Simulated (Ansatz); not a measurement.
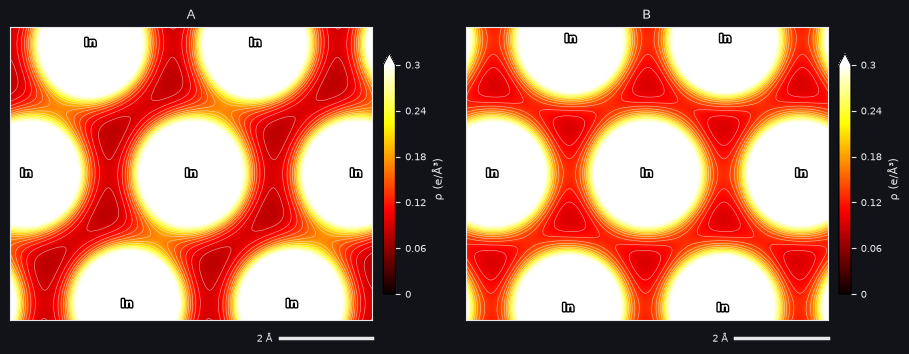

In. The valence charge density (pseudo) of two cells that differ in size and shape, on the (100) plane of each (indices in the axes of the calculation cell), at one length scale and on one colour scale; one has 26.5 and the other 27.5 Å³ an atom.

Theory: Ansatz, DFT LDA, scalar-relativistic, plane waves, PAW.

Core electrons are frozen (PAW), and the valence fields are smoothed inside the atomic spheres.

Q: Which panel shows the smaller cell, and what does the compression change?

A: Panel B is the smaller cell, by 4 % in volume. From the larger cell to the smaller, In–In goes from 3.14 to 3.34 Å, and the density at its midpoint from 0.17 to 0.13 e/Å³, the ELF there from 0.35 to 0.25; the pressure goes from −3.8 to −3.0 GPa.
